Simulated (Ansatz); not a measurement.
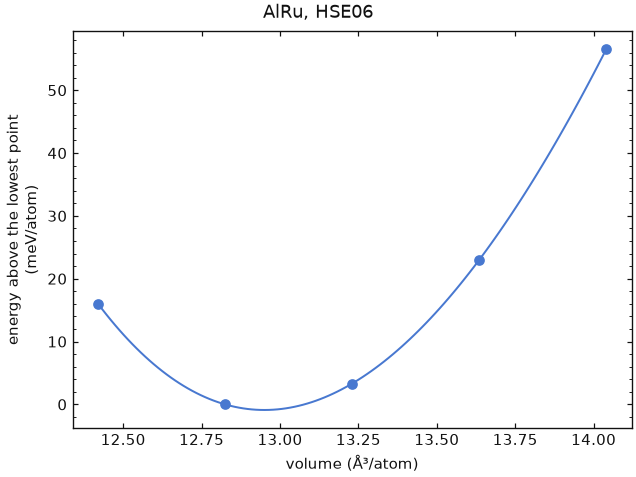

The picture above shows the energy above the lowest point against volume for AlRu, space group Pm-3m (No. 221) (one of a set of cubic test structures, which need not be the stable phase).

Calculation (Ansatz 0.2.0 development build): equation of state of a cubic crystal from periodic Kohn-Sham density functional theory without spin, third-order Birch-Murnaghan fit to the free energies; pressure corrected for the finite basis. Level: HSE06.

- structure type: CsCl
- atoms in cell: 2
- space group number: 221
- lattice centring: simple cubic
- k mesh: 4×4×4
- occupation method: Fermi–Dirac
- occupation width: 0.1 eV
- wave cutoff: 900 eV
- datasets: hand-made PAW
- density tolerance: 0 eV
- bands: 18
- density cutoff ratio: 6
- search for lower states: default
- exchange singularity: regularized

> What equilibrium volume and bulk modulus follow from the curve?

A third-order Birch–Murnaghan fit gives V0 = 12.95 Å³/atom, B0 = 232 GPa and B′ = 4.3.

Caveats: coarse k-mesh, values are not converged in k.
